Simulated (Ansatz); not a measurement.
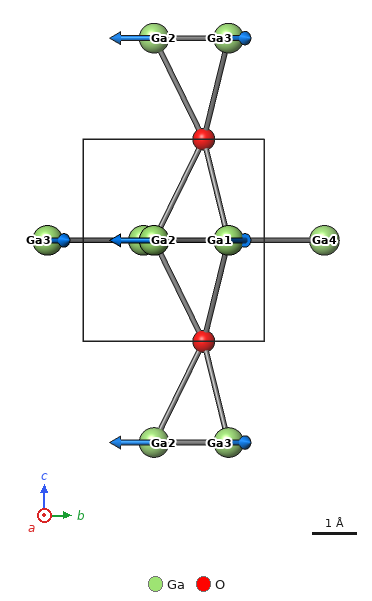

A relaxation of a crystal of Ga4O (a generated structure, set up in P-6m2) (coarse preliminary run). The starting structure is drawn; blue arrows show the displacements (the part carried along by the change of the cell is left out), magnified 3 times.

Style: ball-and-stick. Shown: the cell of the calculation, along the a axis.

All numbers below come from Ansatz 0.2.0, DFT PBE, scalar-relativistic, plane waves, PAW. Set-up: plane-wave cutoff 420 eV; k-point mesh 6 × 6 × 4; occupations gaussian; smearing width 0.1 eV; no spin polarisation; cell and atoms relaxed; force threshold 0.04 eV/Å; at most 70 steps.

**Describe the change and its energy.**

The largest moves relative to the cell, 0.35 Å, are those of Ga atoms. O stays in place. The volume changes by −8.8 %, with a = b 4.842 → 6.005 Å (+24.0 %), c 4.684 → 2.779 Å (−40.7 %). Among the contacts that change: Ga–Ga 1.992 → 3.076 Å, Ga–Ga 2.434 → 3.003 Å, Ga–O 2.609 → 2.255 Å. The space group stays P-6m2 (No. 187). Over 14 accepted moves (17 points after the start) the energy falls by 7.983 eV per cell of the calculation. The largest force component goes from 12 to 0.015 eV/Å. Pressure: 29.09 GPa at the start and −0.09 GPa at the end. The line search rejected the trial step at point 9 of the run. At 2 points the geometry stayed and the basis and grid were re-selected for the new cell (energy shift of 0.260 eV per cell of the calculation at most each time). Cost: 4.7 min on 1 thread of Intel(R) Xeon(R) Processor @ 2.50GHz (Skylake/Cascade Lake) (shared host), peak memory 0.39 GiB.

Limits of the set-up: layers or molecules are held without a dispersion correction, so their spacing is unreliable.
